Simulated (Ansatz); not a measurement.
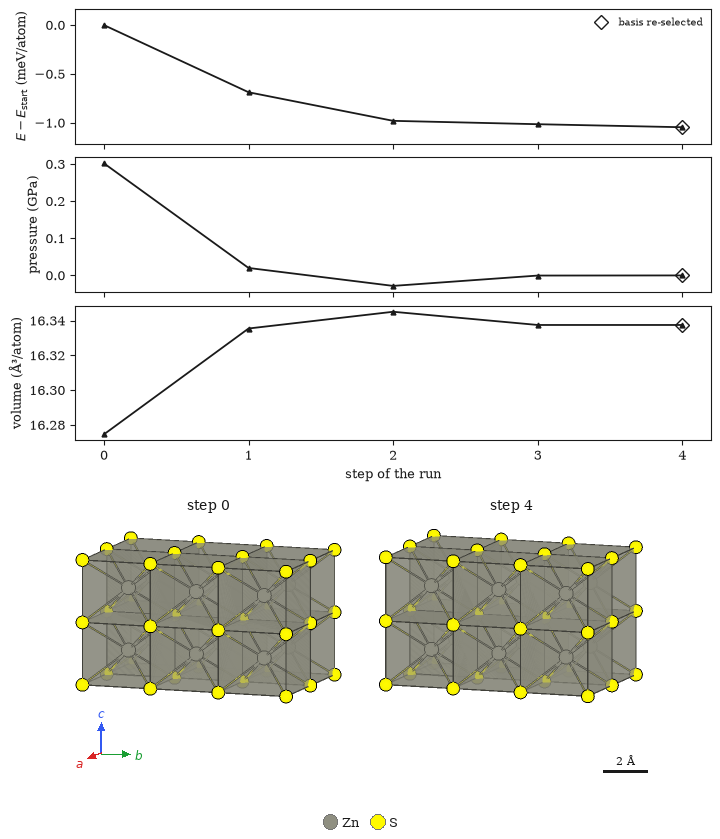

First and last geometry of a relaxation of crystalline ZnS (a generated structure, set up in P4/mmm), with the history of the run. Style: polyhedral. Shown: the cell of the calculation, repeated 2 × 3 × 2 with one cell outlined, slightly off an axis.

These are results of DFT PBE, scalar-relativistic, plane waves, PAW in Ansatz 0.2.0, not measurements.

Input file:
```yaml
crystal:
  lattice:
    - [3.3350733156, 0.0, 0.0]
    - [0.0, 3.3350733156, 0.0]
    - [0.0, 0.0, 2.9263735293]
  atoms:
    - { symbol: Zn, position: [0.5, 0.5, 0.5] }
    - { symbol: S, position: [0.0, 0.0, 0.0] }
basis:
  ecutwfc: 420
kpoints:
  mp_grid: { grid: [16, 16, 18] }
hamiltonian:
  xc: pbe
scf:
  occupations: { method: gaussian, width: 0.1 }
output:
  forces: true
  stress: true
  eigenvalues: true
relax:
  adjacent_minimum: "off"
  f_tol: 0.01
  max_steps: 80
  cell: { stress_tol: 0.05 }
```

Launched with:
```bash
ansatz run input.yaml --threads 1 --pin off --max-ram 2560MiB --backend cpu --events-out ev --progress --plain --runs-dir out
```

### What do the curves and the structures tell?

It converged. No atom moves by more than 0.005 Å relative to the cell. Cell: a = b 3.335 → 3.309 Å (−0.8 %), c 2.926 → 2.985 Å (+2.0 %). Volume +0.4 %. The space group stays P4/mmm (No. 123). After 3 accepted moves (4 points after the start) the energy has fallen by 1.0 meV per atom. All forces vanish by symmetry, so only the cell relaxes. The pressure goes from 0.30 to 0.00 GPa. The SCF was repeated once at an unchanged geometry on a basis and grid sized afresh for the cell, which shifted the energy by less than 0.05 meV per atom at most.

```csv
step,"E − E(0), meV/atom","pressure, GPa","volume, Å³/atom",note
0,0.00,0.30,16.275,
1,-0.69,0.02,16.335,
2,-0.98,-0.03,16.345,
3,-1.01,0.00,16.338,
4,-1.04,0.00,16.338,"same geometry, new basis"
```
